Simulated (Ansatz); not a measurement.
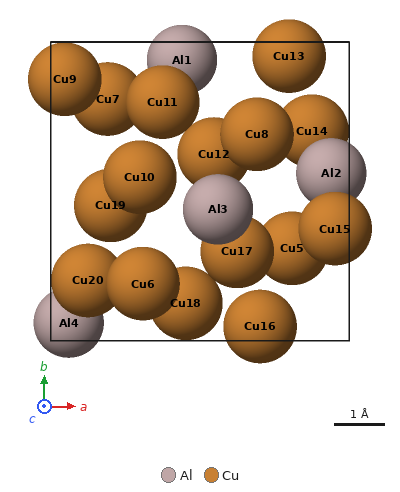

**Figure 1.** The input geometry (spheres-only view of the cell of the calculation, along the c axis; atoms are numbered from 1 in the order of the input). An atom can appear more than once, as a periodic image.

AlCu$_{4}$: geometry relaxation (part 1 of 2)

The run: geometry relaxation of AlCu$_{4}$ (P2₁3, 20 atoms in the cell). Method and program: DFT r2SCAN, scalar-relativistic, plane waves, PAW, no spin polarisation (Ansatz 0.2.0).

The structure derives from a Materials Project entry. It belongs to a series of runs on one base structure; here: volume × 0.91, shape and atoms relaxed. Figures and captions count atoms from 1; the log counts them from 0 in places.

Input file:
```yaml
crystal:
  lattice:
    - [6.0527621486, 0.0, 0.0]
    - [0.0, 6.0527621486, 0.0]
    - [0.0, 0.0, 6.0527621486]
  atoms:
    - { symbol: Al, position: [0.4396350554, 0.9396350554, 0.5603649446] }
    - { symbol: Al, position: [0.9396350554, 0.5603649446, 0.4396350554] }
    - { symbol: Al, position: [0.5603649446, 0.4396350554, 0.9396350554] }
    - { symbol: Al, position: [0.0603649446, 0.0603649446, 0.0603649446] }
    - { symbol: Cu, position: [0.8090634845, 0.3090634845, 0.1909365155] }
    - { symbol: Cu, position: [0.3090634845, 0.1909365155, 0.8090634845] }
    - { symbol: Cu, position: [0.1909365155, 0.8090634845, 0.3090634845] }
    - { symbol: Cu, position: [0.6909365155, 0.6909365155, 0.6909365155] }
    - { symbol: Cu, position: [0.0472590122, 0.8752279573, 0.7013141286] }
    - { symbol: Cu, position: [0.2986858714, 0.5472590122, 0.6247720427] }
    - { symbol: Cu, position: [0.3752279573, 0.7986858714, 0.9527409878] }
    - { symbol: Cu, position: [0.5472590122, 0.6247720427, 0.2986858714] }
    - { symbol: Cu, position: [0.7986858714, 0.9527409878, 0.3752279573] }
    - { symbol: Cu, position: [0.8752279573, 0.7013141286, 0.0472590122] }
    - { symbol: Cu, position: [0.9527409878, 0.3752279573, 0.7986858714] }
    - { symbol: Cu, position: [0.7013141286, 0.0472590122, 0.8752279573] }
    - { symbol: Cu, position: [0.6247720427, 0.2986858714, 0.5472590122] }
    - { symbol: Cu, position: [0.4527409878, 0.1247720427, 0.2013141286] }
    - { symbol: Cu, position: [0.2013141286, 0.4527409878, 0.1247720427] }
    - { symbol: Cu, position: [0.1247720427, 0.2013141286, 0.4527409878] }
basis:
  ecutwfc: 500
kpoints:
  mp_grid: { grid: [6, 6, 6] }
hamiltonian:
  xc: r2scan
scf:
  occupations: { method: gaussian, width: 0.1 }
output:
  forces: true
  stress: true
  eigenvalues: true
  write_density: true
  write_potential: true
  elf: true
  volumetric_format: npy
relax:
  adjacent_minimum: "off"
  f_tol: 0.01
  max_steps: 30
```

Run on 4 threads of Oxide Virtual Turin-like (Zen 5), 32 GiB of memory available, shared host.

Run as:
```bash
ansatz run input.yaml --threads 4 --pin off --max-ram 10240MiB --backend cpu --events-out ev --progress --plain --runs-dir out
```

Output:
```
Warning: output.stress: scf.convergence.dr2_threshold = 1e-7 eV (the SCF's general default) is looser than the 2e-9 eV advised for a printed stress (1e-10 eV for each atom of the cell: 20). What an SCF threshold leaves in a stress goes as its square root, and in the free energy as the threshold itself, and one threshold admits the most on a small cell: of the crystals measured, under no hybrid functional and no lock of the moments, on runs that ended without the residual-converged pass, on stresses that held no estimate of that error, the worst erred by over 100 MPa in a component at 1e-7 eV an atom and by under 5 at 1e-10. Every solve of this run answers to scf.convergence.dr2_threshold, and the tensor of one is reported: a single SCF on the reported geometry and on this run's grids (its basis.xc_grid and basis.ecutrho_ratio typed), with scf.convergence.dr2_threshold at 2e-9 eV or tighter, prints it and tightens no other solve. Else set scf.convergence.dr2_threshold to 2e-9 eV or tighter. The threshold is an SCF's pass mark: one that does not reach it within its budget of iterations ends unconverged, or closes short of it on a stop that the run arms, and scf.convergence.dr2_threshold's page says what that costs each kind of run
Engine: ansatz 0.2.0, x86_64-unknown-linux-gnu
Pseudopotentials: kind: paw
Pseudopotential: Al, paw, valence charge 3, recommended cutoff 500 eV (meta_gga), Al.paw.azcp
Pseudopotential: Cu, paw, valence charge 19, recommended cutoff 500 eV (meta_gga), Cu.paw.azcp
Functional definition: r2SCAN
  parameter k0 = 0.174
  parameter k1 = 0.065
  parameter a1 = 4.9479
  exchange = r2scan_x(k0 = k0, k1 = k1, a1 = a1)
  correlation = r2scan_c
Crystal: 20 atoms, lattice volume = 221.749 Å³
Basis set: ecut = 500 eV, 5575 PW (Γ), exchange–correlation on 180×180×180 points (64 copies of the dense FFT grid, shifted against one another)
Bands: 190, of which v1, the nominal top of the filled ones, is band 158 counted from 1 (157 counted from 0)
Symmetry: 12 space group operations
Space group: P213 (ITA 198), of the structure as read, at distance tolerance 6.1e-5 Å
k-points: 24 of 216 (time reversal used)
Non-local potential: Al, projectors of the file, l = 0: 2, l = 1: 2, l = 2: 1
Non-local potential: Cu, projectors of the file, l = 0: 3, l = 1: 2, l = 2: 3, l = 3: 1
PAW form: soft (Blöchl's): semilocal exchange-correlation on the pseudo side does not see the compensation charge
PAW frozen core: Al, regenerated for the run's functional (the file was generated under x = pbe(κ = 0.804, μ = 0.2195149727645171), c = pbe(β = 0.06672455060314922))
PAW frozen core: Cu, regenerated for the run's functional (the file was generated under x = pbe(κ = 0.804, μ = 0.2195149727645171), c = pbe(β = 0.06672455060314922))
PAW one-centre angular grid: Al, 302 points (default); XC on 160 Gauss nodes
PAW one-centre angular grid: Cu, 590 points (default); XC on 160 Gauss nodes
Initial density: superposition of atomic densities (neutral atoms: chi_scale 0, normalization atom), corrected by the library's trained network
Initial wavefunctions: pseudopotential atomic-orbital guess
Functional: x = r2scan, c = r2scan; τ floored in thin density (d = 2e-4 eV/Å³)
SCF iter   1: F=—  HF=-108263.154979 eV  |F-HF|=—  |Δ(HF+E_count)|=         —  Δρ=3.79e-2  dr2=1.87e0  dr2_τ=5.41e-2  ethr=1.77e-3  ⟨swp⟩=5.0  Hψ=16391  notcnv=0  defer=94
preconditioner: auto → Kerker (q_TF=auto, 2.894 Å⁻¹)  [metal: Δε(μ)=0.061 eV  Ē_g=10.445 eV  σ=0.100 eV  W_gap=0.33  n_scr=80 (ndim 8)  ℏωp=34.2 eV  f_vac=0.001  D(μ)=4.30/eV (n_scr^D=26)]
SCF iter   2: F=—  HF=-108263.052658 eV  |F-HF|=—  |Δ(HF+E_count)|=   1.02e-1  Δρ=1.21e-2  dr2=1.30e-1  dr2_τ=1.85e-2  ethr=5.90e-4  ⟨swp⟩=2.0  Hψ=7503  notcnv=0  defer=605
SCF iter   3: F=—  HF=-108262.931209 eV  |F-HF|=—  |Δ(HF+E_count)|=   1.21e-1  Δρ=8.71e-3  dr2=1.32e-1  dr2_τ=6.56e-4  ethr=4.12e-5  ⟨swp⟩=2.0  Hψ=7910  notcnv=0  defer=605
SCF iter   4: F=—  HF=-108262.901170 eV  |F-HF|=—  |Δ(HF+E_count)|=   3.00e-2  Δρ=2.36e-3  dr2=1.37e-2  dr2_τ=2.23e-4  ethr=4.12e-5  ⟨swp⟩=1.1  Hψ=5257  notcnv=0  defer=605
SCF iter   5: F=—  HF=-108262.902004 eV  |F-HF|=—  |Δ(HF+E_count)|=   8.34e-4  Δρ=2.44e-3  dr2=7.58e-3  dr2_τ=6.97e-5  ethr=4.33e-6  ⟨swp⟩=2.0  Hψ=7359  notcnv=0  defer=605
SCF iter   6: F=—  HF=-108262.902835 eV  |F-HF|=—  |Δ(HF+E_count)|=   8.31e-4  Δρ=5.71e-4  dr2=1.05e-3  dr2_τ=9.60e-6  ethr=2.40e-6  ⟨swp⟩=2.0  Hψ=7793  notcnv=0  defer=605
SCF iter   7: F=—  HF=-108262.902991 eV  |F-HF|=—  |Δ(HF+E_count)|=   1.55e-4  Δρ=2.66e-4  dr2=1.53e-4  dr2_τ=1.76e-6  ethr=3.33e-7  ⟨swp⟩=2.0  Hψ=6205  notcnv=0  defer=605
SCF iter   8: F=—  HF=-108262.903110 eV  |F-HF|=—  |Δ(HF+E_count)|=   1.19e-4  Δρ=7.08e-5  dr2=2.10e-5  dr2_τ=1.33e-7  ethr=4.84e-8  ⟨swp⟩=2.0  Hψ=6209  notcnv=0  defer=605
SCF iter   9: F=—  HF=-108262.903117 eV  |F-HF|=—  |Δ(HF+E_count)|=   7.03e-6  Δρ=4.03e-5  dr2=4.66e-6  dr2_τ=3.00e-8  ethr=6.66e-9  ⟨swp⟩=2.0  Hψ=6205  notcnv=0  defer=605
SCF iter  10: F=-108262.903117 eV  HF=-108262.903117 eV  |F-HF|=9.51e-8  |Δ(HF+E_count)|=   3.27e-7  Δρ=1.10e-5  dr2=1.70e-7  dr2_τ=2.06e-9  ethr=7.91e-10  ⟨swp⟩=13.6  Hψ=41613  notcnv=0
SCF 1 converged in 10 iterations: F = -108262.903117 eV  dr2 = 1.70e-7
  greatest PAW one-centre occupation: 1.000 electrons in one spin orbital (limit 2), on the Cu atom at site 12 (counted from 0), in its partial waves of l = 0
relax step   1: F+E_penalty+E_count = -108262.90311689 eV  Δ(F+E_penalty+E_count) = +0.000e0 eV  max|allowed force component| = 1.247e-2 eV/Å  Δτ_max = 0.0000 Å  (10 SCF iters, dr2 threshold 2.50e-6 eV, accepted)
Initial density: handed on by an earlier stage of this run
Initial wavefunctions: those handed on with the density
iter 1 solved again at ethr=4.22e-9 eV; its pass at ethr=3.10e-3 eV (dr2=1.33e-5 eV) is discarded
SCF iter   1: F=—  HF=-108262.902924 eV  |F-HF|=—  |Δ(HF+E_count)|=         —  Δρ=1.22e-4  dr2=1.32e-5  dr2_τ=3.83e-4  ethr=4.22e-9  ⟨swp⟩=2.0  Hψ=12951  notcnv=0
preconditioner: auto → Kerker (q_TF=auto, 2.894 Å⁻¹)  [metal: Δε(μ)=0.083 eV  Ē_g=10.249 eV  σ=0.100 eV  W_gap=0.43  n_scr=80 (ndim 8)  ℏωp=34.2 eV  f_vac=0.003  D(μ)=4.33/eV (n_scr^D=26)]
SCF iter   2: F=—  HF=-108262.903217 eV  |F-HF|=—  |Δ(HF+E_count)|=   2.93e-4  Δρ=6.70e-5  dr2=7.16e-6  dr2_τ=2.98e-7  ethr=4.17e-9  ⟨swp⟩=2.1  Hψ=7754  notcnv=0
SCF iter   3: F=—  HF=-108262.903216 eV  |F-HF|=—  |Δ(HF+E_count)|=   1.01e-6  Δρ=4.28e-5  dr2=3.03e-6  dr2_τ=1.35e-8  ethr=2.27e-9  ⟨swp⟩=2.1  Hψ=5840  notcnv=0
SCF iter   4: F=—  HF=-108262.903217 eV  |F-HF|=—  |Δ(HF+E_count)|=   6.10e-7  Δρ=5.44e-5  dr2=4.03e-6  dr2_τ=2.58e-8  ethr=9.59e-10  ⟨swp⟩=2.0  Hψ=7745  notcnv=0
SCF iter   5: F=-108262.903216 eV  HF=-108262.903216 eV  |F-HF|=2.11e-9  |Δ(HF+E_count)|=   7.35e-7  Δρ=5.55e-6  dr2=3.50e-8  dr2_τ=1.31e-9  ethr=3.16e-11  ⟨swp⟩=9.1  Hψ=33190  notcnv=0
SCF 2 converged in 5 iterations: F = -108262.903216 eV  dr2 = 3.50e-8
  greatest PAW one-centre occupation: 1.000 electrons in one spin orbital (limit 2), on the Cu atom at site 11 (counted from 0), in its partial waves of l = 0
relax step   2: F+E_penalty+E_count = -108262.90321597 eV  Δ(F+E_penalty+E_count) = -9.908e-5 eV  max|allowed force component| = 7.994e-3 eV/Å  Δτ_max = 0.0006 Å  (5 SCF iters, accepted)
iter 1 solved again at ethr=1.11e-11 eV; its pass at ethr=3.10e-3 eV (dr2=3.50e-8 eV) is discarded
SCF iter   1: F=—  HF=-108262.903216 eV  |F-HF|=—  |Δ(HF+E_count)|=         —  Δρ=5.55e-6  dr2=3.50e-8  dr2_τ=1.31e-9  ethr=1.11e-11  ⟨swp⟩=1.0  Hψ=12696  notcnv=0
preconditioner: auto → Kerker (q_TF=auto, 2.894 Å⁻¹)  [metal: Δε(μ)=0.084 eV  Ē_g=10.249 eV  σ=0.100 eV  W_gap=0.43  n_scr=80 (ndim 8)  ℏωp=34.2 eV  f_vac=0.003  D(μ)=4.32/eV (n_scr^D=26)]
SCF iter   2: F=-108262.903216 eV  HF=-108262.903216 eV  |F-HF|=1.27e-9  |Δ(HF+E_count)|=   7.60e-9  Δρ=3.76e-6  dr2=1.81e-8  dr2_τ=4.56e-10  ethr=1.11e-11  ⟨swp⟩=6.7  Hψ=24100  notcnv=0
SCF 3 converged in 2 iterations: F = -108262.903216 eV  dr2 = 1.81e-8
  greatest PAW one-centre occupation: 1.000 electrons in one spin orbital (limit 2), on the Cu atom at site 19 (counted from 0), in its partial waves of l = 0
```

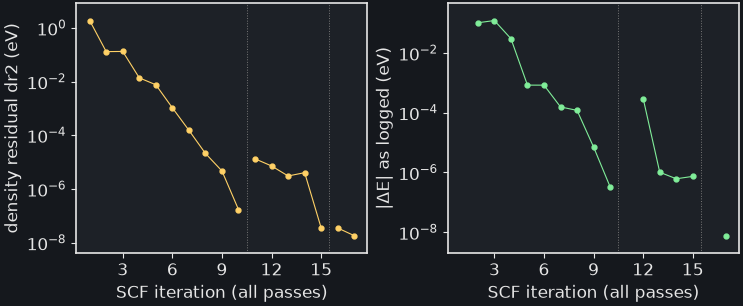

**Figure 2.** Convergence of the self-consistent field: density residual dr2 and size of the energy change against the SCF iteration. Dotted lines part the SCF passes that the log prints in full.

```
SCF converged after 2 iterations
Free energy (F): -108262.903216 eV
Harris-Foulkes:  -108262.903216 eV  (|F-HF|=1.27e-9)
Internal energy: -108262.881608 eV  (E = F + TS)
E sigma→0 (E₀):  -108262.892412 eV
Entropy (-TS):   -0.021608 eV (-1.080 meV/atom)
Fermi energy:    16.841557 eV
--- Per-component energies (eV) ---
  E_band       = -6105.341970
  E_kinetic    = 4924.957195
  E_local      = -69914.518902  (includes V_loc(G=0)·N_el)
  E_nonlocal   = 6337.688277
  E_hartree    = 31186.053093
  E_xc         = -1512.294646
  E_vxc        = -2158.817877  (∫ρ·V_xc dr)
  E_paw        = -28715.773849  (= ΣΔE_a)
  E_vpaw       = -7819.979940  (= ΣTr[D̂ρ^β])
  E_aug_tail   = 0.002307  (compensation charges beyond the density's cutoff)
  E_vtau       = 153.200051  (kinetic-family band-sum trace: ∫τ·v_τ [+ j·A + Jᵃ·Aᵃ] dr)
  E_ewald      = -50563.936924
  E_core_change = -5.058160  (= ΣΔE_core)
  E_smearing   = -0.021608  (= −TS)
  E_closure    = -0.000000  (closes the sum)
  Σ components = -108262.903216   (vs F -108262.903216, Δ=0.00e0)
--- Forces (eV/Å), atoms counted from 1 ---
  atom   1  Al     0.00097412     0.00097412    -0.00097412
  atom   2  Al     0.00097412    -0.00097412     0.00097412
  atom   3  Al    -0.00097412     0.00097412     0.00097412
  atom   4  Al    -0.00097412    -0.00097412    -0.00097412
  atom   5  Cu     0.00446343     0.00446343    -0.00446343
  atom   6  Cu     0.00446343    -0.00446343     0.00446343
  atom   7  Cu    -0.00446343     0.00446343     0.00446343
  atom   8  Cu    -0.00446343    -0.00446343    -0.00446343
  atom   9  Cu    -0.00421572    -0.00092162     0.00799668
  atom  10  Cu    -0.00799668    -0.00421572     0.00092162
  atom  11  Cu    -0.00092162    -0.00799668     0.00421572
  atom  12  Cu    -0.00421572     0.00092162    -0.00799668
  atom  13  Cu    -0.00799668     0.00421572    -0.00092162
  atom  14  Cu    -0.00092162     0.00799668    -0.00421572
  atom  15  Cu     0.00421572    -0.00092162    -0.00799668
  atom  16  Cu     0.00799668    -0.00421572    -0.00092162
  atom  17  Cu     0.00092162    -0.00799668    -0.00421572
  atom  18  Cu     0.00421572     0.00092162     0.00799668
  atom  19  Cu     0.00799668     0.00421572     0.00092162
  atom  20  Cu     0.00092162     0.00799668     0.00421572
  max |Σ_I F_I| component: 7.98e-17 eV/Å
--- Stress (GPa, compression-positive) ---
       17.109670       0.000000      -0.000000
        0.000000      17.109670      -0.000000
       -0.000000       0.000000      17.109670
  P = ⅓ Tr σ = 17.1097 GPa (171.097 kbar)
--- Band table (eV; the first three rows and the last of 24) ---
  k-point 0: bands = ["-100.5087", "-100.5086", "-100.5086", "-100.5086", "-99.9170", "-99.9110", "-99.9110", "-99.9110", "-99.9105", "-99.9105", "-99.9105", "-99.9070", "-99.9070", "-99.9070", "-99.9059", "-99.9059", "-56.3721", "-56.3721", "-56.3721", "-56.3711", "-56.3711", "-56.3709", "-56.3709", "-56.3709", "-56.2318", "-56.2311", "-56.2311", "-56.2311", "-55.8084", "-55.8084", "-55.8084", "-55.8023", "-55.7981", "-55.7981", "-55.7981", "-55.7956", "-55.7956", "-55.7819", "-55.7819", "-55.7819",
      "-55.7614", "-55.7614", "-55.7614", "-55.7538", "-55.7434", "-55.7434", "-55.7434", "-55.7337", "-55.7337", "-55.7318", "-55.7318", "-55.7318", "-55.6751", "-55.6715", "-55.6715", "-55.6715", "-55.6418", "-55.6418", "-55.6418", "-55.6305", "-55.6305", "-55.6216", "-55.6216", "-55.6216", "5.4604", "8.8981", "8.8981", "8.8981", "9.8272", "9.8272", "9.8272", "11.0571", "11.0571", "11.0571", "11.5314", "11.5314", "11.5314", "11.5964", "11.6219", "11.6219",
      "11.8198", "11.8198", "11.8198", "12.1768", "12.2537", "12.2537", "12.2537", "12.3194", "12.3194", "12.4408", "12.4760", "12.4760", "12.4760", "12.5704", "12.5704", "12.5704", "12.5787", "12.5787", "12.6941", "12.6941", "12.6941", "12.9205", "12.9205", "12.9205", "13.0519", "13.0519", "13.0519", "13.1718", "13.2382", "13.2382", "13.3593", "13.3593", "13.3593", "13.4375", "13.4918", "13.4918", "13.4918", "13.6117", "13.6117", "13.6117",
      "13.6803", "13.6803", "13.6803", "13.8409", "13.8409", "14.0629", "14.0629", "14.0629", "14.1180", "14.1260", "14.1260", "14.1260", "14.1451", "14.1451", "14.2146", "14.2146", "14.2146", "14.3384", "14.3384", "14.3384", "14.4805", "14.4805", "14.4981", "14.4981", "14.4981", "14.7404", "14.7404", "14.7404", "14.8657", "14.8657", "14.8657", "15.8629", "16.0050", "16.0050", "16.0050", "16.4209", "16.4209", "16.4209", "16.6041", "16.6041",
      "17.3429", "17.3429", "17.3429", "20.5206", "20.5206", "20.5206", "20.7103", "20.8721", "20.8721", "20.8721", "22.1323", "24.6115", "24.6115", "24.7355", "24.7355", "24.7355", "25.1640", "26.9154", "26.9154", "26.9154", "27.1182", "27.1182", "27.4444", "27.4444", "27.4444", "27.8304", "27.8304", "27.8304", "28.3646", "28.3646"]
```
